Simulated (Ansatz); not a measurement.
Input

```
crystal:
  lattice:
    - [0.0, 2.9578799965, 2.9578799965]
    - [2.9578799965, 0.0, 2.9578799965]
    - [2.9578799965, 2.9578799965, 0.0]
  atoms:
    - { symbol: Eu, position: [0.5, 0.5, 0.5], spin: 6.99, spin_axis: [0.0, 0.0, 1.0] }
    - { symbol: S, position: [0.0, 0.0, 0.0] }
basis:
  ecutwfc: 420
  ecutrho_ratio: 4
kpoints:
  mp_grid: { grid: [10, 10, 10] }
hamiltonian:
  xc: pbe
scf:
  occupations: { method: gaussian, width: 0.05 }
output:
  forces: true
  stress: true
  eigenvalues: true
  populations: true
  hubbard: { sites: [{ species: Eu, l: f }] }
  write_density: true
  write_potential: true
  elf: true
  volumetric_format: npy
magnetization:
  noncollinear: true
  spin_orbit: true
```

Run with:

```sh
ansatz run input.yaml --threads 4 --pin off --max-ram 7168MiB --backend cpu --events-out ev --progress --plain --runs-dir out
```

Space group Fm-3m; started from the rocksalt prototype; changed on purpose from its base cell (volume × 1.040); no Hubbard U on the f states.

These are results of DFT PBE, spin-orbit coupling, plane waves, PAW (Ansatz 0.2.0), not measurements.

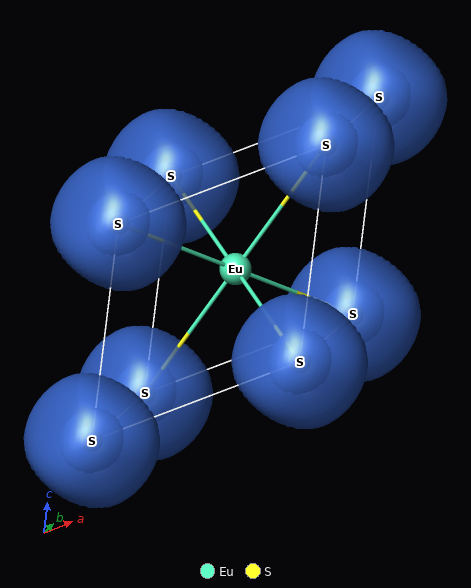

EuS. Isosurface of the ELF at 0.75 (blue), seen slightly off an axis. Only the valence region is drawn (cores and ρ < 0.01 e/Å³ removed). Sticks mark near contacts.

> What do the ELF domains correspond to?

The surface consists of one region wrapped around S (its valence shell), counted in one cell of 2 atoms. Regions shared between cells count once. Along the contacts the grid gives the following. Eu–S (2.96 Å): the ELF peaks at about 0.85 in the valence shell of S, 0.9 Å from its nucleus, and drops to about 0.10 between the two atoms; no shared electron pair shows on this line.
